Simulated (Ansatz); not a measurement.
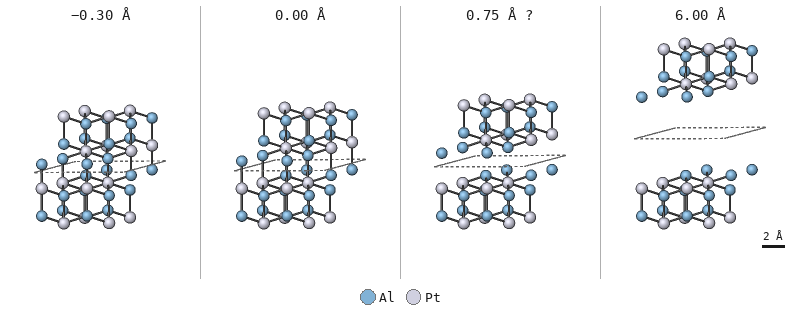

Energy scan for solid Al2Pt (Fm-3m), in which the crystal is pulled apart rigidly along the normal of the (1 1 1) plane of the conventional cell, at a cut between a plane of Al below and one of Al above, 1.72 Å apart. One cut stands in each cell, which starts 10.3 Å high; nothing is relaxed, and the dashed outline marks the cut. The picture is a ball-and-stick view of the layers on both sides of the cut, seen from the side, nearly along the cut plane.

All numbers below come from DFT PBE, scalar-relativistic, plane waves, PAW (Ansatz). Set-up: plane-wave cutoff 420 eV; k-point mesh 13 × 13 × 5; occupations gaussian; smearing width 0.15 eV; no spin polarisation. Energies (free energies at the smearing named) are counted from the relaxed crystal.

| opening (Å) | ΔE per area (J/m²) |
| --- | --- |
| −0.30 | 0.668 |
| −0.15 | 0.132 |
| 0.00 | 0.000 |
| 0.25 | 0.212 |
| 0.50 | 0.611 |
| 0.75 | ? |
| 1.00 | 1.369 |
| 1.50 | 1.877 |
| 2.00 | 2.177 |
| 3.00 | 2.410 |
| 4.50 | 2.460 |
| 6.00 | 2.465 |

### Fill in the missing row.

A straight line between the two neighbours gives 0.990 J/m². A cubic through the four nearest rows (0.25, 0.50, 1.00, 1.50) gives, with Lagrange weights, (−0.2000)(0.212) + (0.7500)(0.611) + (0.5000)(1.369) + (−0.0500)(1.877) = 1.006 J/m². The calculation gives 1.018 J/m², so the cubic is 0.012 J/m² too low and the straight line 0.028 J/m² too low, as the curve bends downwards here.

The whole profile:

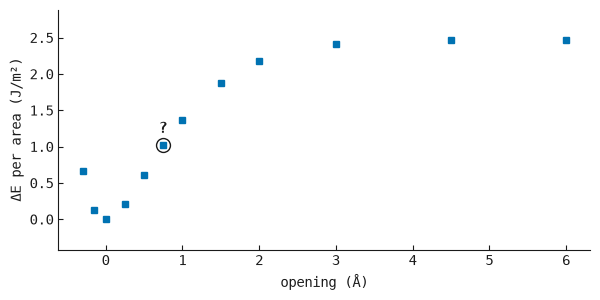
